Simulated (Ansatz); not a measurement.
## Electronic structure of CuO in real space

```cif
data_structure
_symmetry_space_group_name_H-M 'P 1'
_symmetry_Int_Tables_number 1
_cell_length_a 3.1795
_cell_length_b 3.1795
_cell_length_c 4.4315
_cell_angle_alpha 90.000
_cell_angle_beta 90.000
_cell_angle_gamma 120.000
_cell_volume 38.80
loop_
_atom_site_label
_atom_site_type_symbol
_atom_site_fract_x
_atom_site_fract_y
_atom_site_fract_z
_atom_site_occupancy
Cu1 Cu 0.00000 0.00000 0.00000 1
Cu2 Cu 0.00000 0.00000 0.50000 1
O1 O 0.33333 0.66667 0.25000 1
O2 O 0.66667 0.33333 0.75000 1
```

Space group P6₃/mmc; a generated structure, not necessarily the stable one; built by placing these elements on a known structure type.

These are results of Kohn-Sham DFT of a periodic cell, PBE0 form with a typed share of exact exchange, Ansatz PAW (Ansatz 0.2.0), not measurements.

In a PAW calculation such maps are meaningful between the atoms, not at the nuclei.

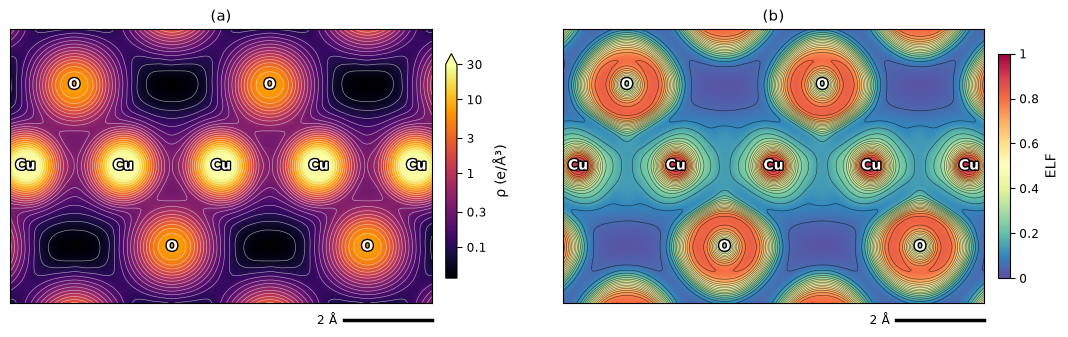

Figure 1. (a) valence charge density (pseudo); (b) ELF on the (110) plane of the conventional cell.

Q: What does the map show?

A: The section cuts through Cu and O sites.
Cu–O (2.14 Å): ρ is about 0.42 e/Å³ halfway; the ELF peaks at about 0.80 in the valence shell of O, 0.6 Å from its nucleus, and is about 0.15 at the midpoint; no localised pair shows between them.
Cu–Cu (2.22 Å): ρ is about 0.39 e/Å³ halfway; the ELF is about 0.15 at the midpoint; no shared electron pair shows on this line.
Between the atoms the lowest density in this plane is 0.04 e/Å³.
The features right at Cu lie inside the PAW spheres, where the map follows smoothed inner orbitals and isn't to be read closely.

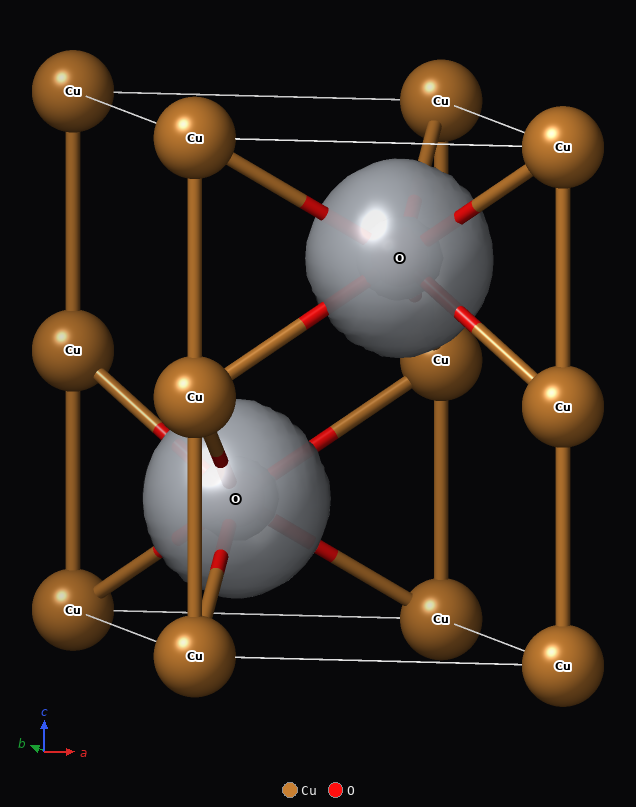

Figure 2. Isosurface of the ELF at 0.7 (grey), seen slightly off an axis. Only the valence region is drawn (cores and ρ < 0.01 e/Å³ removed). Sticks mark near contacts.

Q: Where are the electrons localised?

A: At this value the surface marks out two regions wrapped around O (the valence shell of each), counted in one cell of 4 atoms. Any copies at cell faces, edges or corners count once.

Q: Metal or insulator at this level of theory?

A: It is gapless in this calculation (a metal or semimetal); semilocal functionals without U, or without the true magnetic order, often close the gap of such compounds.
